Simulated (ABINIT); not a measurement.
**CoO: hubbard response calculation (part 1 of 3)**

The run: hubbard response calculation of CoO (I4/mmm, 2 atoms in the cell). Method and program: Kohn-Sham DFT of a periodic cell, PBEsol, DFT+U, JTH PAW PBE v2.0, spin-polarised (ABINIT 10.8.3).

The structure derives from an entry of the Crystallography Open Database.

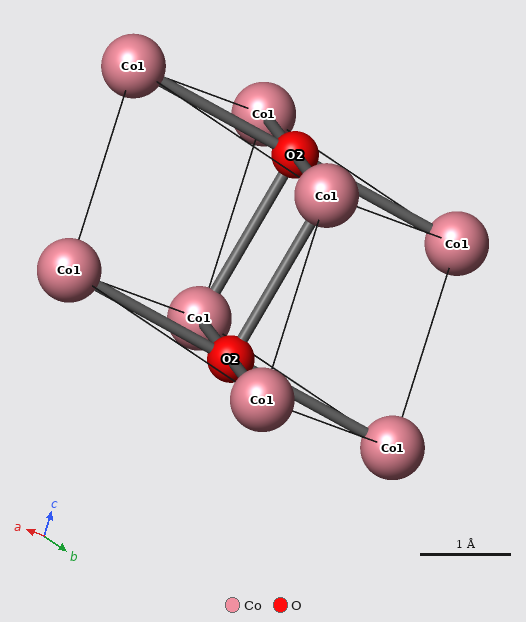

Fig. 1: The structure (ball-and-stick view of the cell of the calculation, seen at an oblique angle; atoms are numbered from 1 in the order of the input). An atom can appear more than once, as a periodic image.

### The input
```
# Datasets
ndtset 2

# Pseudopotentials
pp_dirpath "./"
pseudos "Co.GGA_PBE-JTH.xml, O.GGA_PBE-JTH.xml"

# Structure
acell 3*1.0
rprim
    -2.8497069959     2.8497069959     3.9821207230
     2.8497069959    -2.8497069959     3.9821207230
     2.8497069959     2.8497069959    -3.9821207230
ntypat 2
znucl 27 8
natom 2
typat 1 2
xred
            0.0            0.0            0.0
            1/2            1/2            0.0

# Plane-wave basis
ecut 26.0
pawecutdg 48.0
pawxcdev 0

# k points
kptopt 2
ngkpt 8 8 8
nshiftk 1
shiftk 0.0 0.0 0.0

# Exchange and correlation
ixc -116133

# Bands and occupations
nband 16
occopt 3
tsmear 0.05 eV

# Spin
nsppol 2
spinat
     0.0000000000     0.0000000000     2.0000000000
     0.0000000000     0.0000000000     0.0000000000
nsym 1

# DFT+U
usepawu 1
lpawu 2 -1
upawu 4.0 0.0 eV
jpawu 0.0 0.0 eV
dmatpuopt 1

# SCF cycle
nstep 120
tolvrs 1.0e-9

# Output
prteig 0
prtebands 0
prtden 0
prtwf 0

# Linear response
irdwfk 1
macro_uj 1
pawujat 1
pawujv1 -0.1 eV
pawujv2 0.1 eV
```

### File gs.abi
```
# Pseudopotentials
pp_dirpath "./"
pseudos "Co.GGA_PBE-JTH.xml, O.GGA_PBE-JTH.xml"

# Structure
acell 3*1.0
rprim
    -2.8497069959     2.8497069959     3.9821207230
     2.8497069959    -2.8497069959     3.9821207230
     2.8497069959     2.8497069959    -3.9821207230
ntypat 2
znucl 27 8
natom 2
typat 1 2
xred
            0.0            0.0            0.0
            1/2            1/2            0.0

# Plane-wave basis
ecut 26.0
pawecutdg 48.0
pawxcdev 0

# k points
kptopt 2
ngkpt 8 8 8
nshiftk 1
shiftk 0.0 0.0 0.0

# Exchange and correlation
ixc -116133

# Bands and occupations
nband 16
occopt 3
tsmear 0.05 eV

# Spin
nsppol 2
spinat
     0.0000000000     0.0000000000     2.0000000000
     0.0000000000     0.0000000000     0.0000000000
nsym 1

# DFT+U
usepawu 1
lpawu 2 -1
upawu 4.0 0.0 eV
jpawu 0.0 0.0 eV
dmatpuopt 1

# SCF cycle
nstep 120
tolvrs 1.0e-9

# Output
prteig 0
prtebands 0
prtden 0
```

Machine: 1 thread of Arm Neoverse V1, 112 GiB of memory available, shared host.

Launch command:
```bash
abinit gs.abi > log 2>&1
ln -s gso_WFK runi_DS1_WFK
ln -s gso_WFK runi_DS2_WFK
abinit run.abi > log 2>&1
lruj runo_DS1_LRUJ.nc runo_DS2_LRUJ.nc > lruj.log 2>&1
```

### What the program printed
```
.Version 10.8.3 of ABINIT
 DATASET    1 : space group P1 (#  1); Bravais aP (primitive triclinic)
================================================================================
 Values of the parameters that define the memory need for DATASET  1.
     intxc =       0    ionmov =       0      iscf =      17    lmnmax =      18
     lnmax =       6     mgfft =      27  mpssoang =       3    mqgrid =    3001
     natom =       2  nloc_mem =       2    nspden =       2   nspinor =       1
    nsppol =       2      nsym =       1    n1xccc =       1    ntypat =       2
    occopt =       3   xclevel =       2
       mpw =         836          nfft =       19683          nkpt =         260
 PAW method is used; the additional fine FFT grid is defined by:
   mgfftf=        36    nfftf =     46656
================================================================================
================================================================================

 DATASET    2 : space group P1 (#  1); Bravais aP (primitive triclinic)
================================================================================
 Values of the parameters that define the memory need for DATASET  2.
     intxc =       0    ionmov =       0      iscf =      17    lmnmax =      18
     lnmax =       6     mgfft =      27  mpssoang =       3    mqgrid =    3001
     natom =       2  nloc_mem =       2    nspden =       2   nspinor =       1
    nsppol =       2      nsym =       1    n1xccc =       1    ntypat =       2
    occopt =       3   xclevel =       2
       mpw =         836          nfft =       19683          nkpt =         260
 PAW method is used; the additional fine FFT grid is defined by:
   mgfftf=        36    nfftf =     46656
================================================================================
================================================================================

--------------------------------------------------------------------------------
------------- Echo of variables that govern the present computation ------------
--------------------------------------------------------------------------------
 -outvars: echo values of preprocessed input variables --------
            acell      1.0000000000E+00  1.0000000000E+00  1.0000000000E+00 Bohr
              amu      5.89332000E+01  1.59994000E+01
         atvshift1      -0.00367   -0.00367   -0.00367   -0.00367   -0.00367
                        -0.00367   -0.00367   -0.00367   -0.00367   -0.00367
                         0.00000    0.00000    0.00000    0.00000    0.00000
                         0.00000    0.00000    0.00000    0.00000    0.00000
         atvshift2       0.00367    0.00367    0.00367    0.00367    0.00367
                         0.00367    0.00367    0.00367    0.00367    0.00367
                         0.00000    0.00000    0.00000    0.00000    0.00000
                         0.00000    0.00000    0.00000    0.00000    0.00000
           diemix      4.50000000E-01
        dmatpuopt           1
             ecut      2.60000000E+01 Hartree
           irdwfk           1
                       outvar_i_n : Printing only first  50 k-points.
              ixc     -116133
           jdtset        1    2
                       outvar_i_n : Printing only first  50 k-points.
           kptopt           2
         kptrlatt        8    0    0      0    8    0      0    0    8
          kptrlen      4.53247449E+01
            lpawu           2      -1
         macro_uj        1
            natom           2
            nband          16
        natvshift        5
           ndtset           2
            ngfft          27      27      27
          ngfftdg          36      36      36
             nkpt         260
           nspden           2
           nsppol           2
            nstep         120
             nsym           1
           ntypat           2
                       prtocc : prtvol=0, do not print more k-points.
                       1.000000  1.000000  1.000000  1.000000  1.000000  1.000000
                       1.000000  1.000000  1.000000  1.000000  1.000000  1.000000
                       0.000000  0.000000  0.000000  0.000000
                       1.000000  1.000000  1.000000  1.000000  1.000000  1.000000
                       1.000000  1.000000  1.000000  1.000000  1.000000  1.000000
                       0.000000  0.000000  0.000000  0.000000
                       1.000000  1.000000  1.000000  1.000000  1.000000  1.000000
                       1.000000  1.000000  1.000000  1.000000  1.000000  1.000000
                       0.000000  0.000000  0.000000  0.000000
                       1.000000  1.000000  1.000000  1.000000  1.000000  1.000000
                       1.000000  1.000000  1.000000  1.000000  1.000000  1.000000
                       0.000000  0.000000  0.000000  0.000000
                       1.000000  1.000000  1.000000  1.000000  1.000000  1.000000
                       1.000000  1.000000  1.000000  1.000000  1.000000  1.000000
                       0.000000  0.000000  0.000000  0.000000
                       1.000000  1.000000  1.000000  1.000000  1.000000  1.000000
                       1.000000  1.000000  1.000000  1.000000  1.000000  1.000000
                       0.000000  0.000000  0.000000  0.000000
                       1.000000  1.000000  1.000000  1.000000  1.000000  1.000000
                       1.000000  1.000000  1.000000  1.000000  1.000000  1.000000
                       0.000000  0.000000  0.000000  0.000000
                       1.000000  1.000000  1.000000  1.000000  1.000000  1.000000
                       1.000000  1.000000  1.000000  1.000000  1.000000  1.000000
                       0.000000  0.000000  0.000000  0.000000
                       1.000000  1.000000  1.000000  1.000000  1.000000  1.000000
                       1.000000  1.000000  1.000000  1.000000  1.000000  1.000000
                       0.000000  0.000000  0.000000  0.000000
                       1.000000  1.000000  1.000000  1.000000  1.000000  1.000000
                       1.000000  1.000000  1.000000  1.000000  1.000000  1.000000
                       0.000000  0.000000  0.000000  0.000000
                       1.000000  1.000000  1.000000  1.000000  1.000000  1.000000
                       1.000000  1.000000  1.000000  1.000000  1.000000  1.000000
                       0.000000  0.000000  0.000000  0.000000
                       1.000000  1.000000  1.000000  1.000000  1.000000  1.000000
                       1.000000  1.000000  1.000000  1.000000  1.000000  1.000000
                       0.000000  0.000000  0.000000  0.000000
                       1.000000  1.000000  1.000000  1.000000  1.000000  1.000000
                       1.000000  1.000000  1.000000  1.000000  1.000000  1.000000
                       0.000000  0.000000  0.000000  0.000000
                       1.000000  1.000000  1.000000  1.000000  1.000000  1.000000
                       1.000000  1.000000  1.000000  1.000000  1.000000  1.000000
                       0.000000  0.000000  0.000000  0.000000
                       1.000000  1.000000  1.000000  1.000000  1.000000  1.000000
                       1.000000  1.000000  1.000000  1.000000  1.000000  1.000000
                       0.000000  0.000000  0.000000  0.000000
                       1.000000  1.000000  1.000000  1.000000  1.000000  1.000000
                       1.000000  1.000000  1.000000  1.000000  1.000000  1.000000
                       0.000000  0.000000  0.000000  0.000000
                       1.000000  1.000000  1.000000  1.000000  1.000000  1.000000
                       1.000000  1.000000  1.000000  1.000000  1.000000  1.000000
                       0.000000  0.000000  0.000000  0.000000
                       1.000000  1.000000  1.000000  1.000000  1.000000  1.000000
                       1.000000  1.000000  1.000000  1.000000  1.000000  1.000000
                       0.000000  0.000000  0.000000  0.000000
                       1.000000  1.000000  1.000000  1.000000  1.000000  1.000000
                       1.000000  1.000000  1.000000  1.000000  1.000000  1.000000
                       0.000000  0.000000  0.000000  0.000000
                       1.000000  1.000000  1.000000  1.000000  1.000000  1.000000
                       1.000000  1.000000  1.000000  1.000000  1.000000  1.000000
                       0.000000  0.000000  0.000000  0.000000
                       1.000000  1.000000  1.000000  1.000000  1.000000  1.000000
                       1.000000  1.000000  1.000000  1.000000  1.000000  1.000000
                       0.000000  0.000000  0.000000  0.000000
                       1.000000  1.000000  1.000000  1.000000  1.000000  1.000000
                       1.000000  1.000000  1.000000  1.000000  1.000000  1.000000
                       0.000000  0.000000  0.000000  0.000000
                       1.000000  1.000000  1.000000  1.000000  1.000000  1.000000
                       1.000000  1.000000  1.000000  1.000000  1.000000  1.000000
                       0.000000  0.000000  0.000000  0.000000
                       1.000000  1.000000  1.000000  1.000000  1.000000  1.000000
                       1.000000  1.000000  1.000000  1.000000  1.000000  1.000000
                       0.000000  0.000000  0.000000  0.000000
                       1.000000  1.000000  1.000000  1.000000  1.000000  1.000000
                       1.000000  1.000000  1.000000  1.000000  1.000000  1.000000
                       0.000000  0.000000  0.000000  0.000000
                       1.000000  1.000000  1.000000  1.000000  1.000000  1.000000
                       1.000000  1.000000  1.000000  1.000000  1.000000  1.000000
                       0.000000  0.000000  0.000000  0.000000
                       1.000000  1.000000  1.000000  1.000000  1.000000  1.000000
                       1.000000  1.000000  1.000000  1.000000  1.000000  1.000000
                       0.000000  0.000000  0.000000  0.000000
                       1.000000  1.000000  1.000000  1.000000  1.000000  1.000000
                       1.000000  1.000000  1.000000  1.000000  1.000000  1.000000
                       0.000000  0.000000  0.000000  0.000000
                       1.000000  1.000000  1.000000  1.000000  1.000000  1.000000
                       1.000000  1.000000  1.000000  1.000000  1.000000  1.000000
                       0.000000  0.000000  0.000000  0.000000
                       1.000000  1.000000  1.000000  1.000000  1.000000  1.000000
                       1.000000  1.000000  1.000000  1.000000  1.000000  1.000000
                       0.000000  0.000000  0.000000  0.000000
                       1.000000  1.000000  1.000000  1.000000  1.000000  1.000000
                       1.000000  1.000000  1.000000  1.000000  1.000000  1.000000
                       0.000000  0.000000  0.000000  0.000000
                       1.000000  1.000000  1.000000  1.000000  1.000000  1.000000
                       1.000000  1.000000  1.000000  1.000000  1.000000  1.000000
                       0.000000  0.000000  0.000000  0.000000
                       1.000000  1.000000  1.000000  1.000000  1.000000  1.000000
                       1.000000  1.000000  1.000000  1.000000  1.000000  1.000000
                       0.000000  0.000000  0.000000  0.000000
                       1.000000  1.000000  1.000000  1.000000  1.000000  1.000000
                       1.000000  1.000000  1.000000  1.000000  1.000000  1.000000
                       0.000000  0.000000  0.000000  0.000000
                       1.000000  1.000000  1.000000  1.000000  1.000000  1.000000
                       1.000000  1.000000  1.000000  1.000000  1.000000  1.000000
                       0.000000  0.000000  0.000000  0.000000
                       1.000000  1.000000  1.000000  1.000000  1.000000  1.000000
                       1.000000  1.000000  1.000000  1.000000  1.000000  1.000000
                       0.000000  0.000000  0.000000  0.000000
                       1.000000  1.000000  1.000000  1.000000  1.000000  1.000000
                       1.000000  1.000000  1.000000  1.000000  1.000000  1.000000
                       0.000000  0.000000  0.000000  0.000000
                       1.000000  1.000000  1.000000  1.000000  1.000000  1.000000
                       1.000000  1.000000  1.000000  1.000000  1.000000  1.000000
                       0.000000  0.000000  0.000000  0.000000
                       1.000000  1.000000  1.000000  1.000000  1.000000  1.000000
                       1.000000  1.000000  1.000000  1.000000  1.000000  1.000000
                       0.000000  0.000000  0.000000  0.000000
                       1.000000  1.000000  1.000000  1.000000  1.000000  1.000000
                       1.000000  1.000000  1.000000  1.000000  1.000000  1.000000
                       0.000000  0.000000  0.000000  0.000000
                       1.000000  1.000000  1.000000  1.000000  1.000000  1.000000
                       1.000000  1.000000  1.000000  1.000000  1.000000  1.000000
                       0.000000  0.000000  0.000000  0.000000
                       1.000000  1.000000  1.000000  1.000000  1.000000  1.000000
                       1.000000  1.000000  1.000000  1.000000  1.000000  1.000000
                       0.000000  0.000000  0.000000  0.000000
                       1.000000  1.000000  1.000000  1.000000  1.000000  1.000000
                       1.000000  1.000000  1.000000  1.000000  1.000000  1.000000
                       0.000000  0.000000  0.000000  0.000000
                       1.000000  1.000000  1.000000  1.000000  1.000000  1.000000
                       1.000000  1.000000  1.000000  1.000000  1.000000  1.000000
                       0.000000  0.000000  0.000000  0.000000
                       1.000000  1.000000  1.000000  1.000000  1.000000  1.000000
                       1.000000  1.000000  1.000000  1.000000  1.000000  1.000000
                       0.000000  0.000000  0.000000  0.000000
                       1.000000  1.000000  1.000000  1.000000  1.000000  1.000000
                       1.000000  1.000000  1.000000  1.000000  1.000000  1.000000
                       0.000000  0.000000  0.000000  0.000000
                       1.000000  1.000000  1.000000  1.000000  1.000000  1.000000
                       1.000000  1.000000  1.000000  1.000000  1.000000  1.000000
                       0.000000  0.000000  0.000000  0.000000
                       1.000000  1.000000  1.000000  1.000000  1.000000  1.000000
```
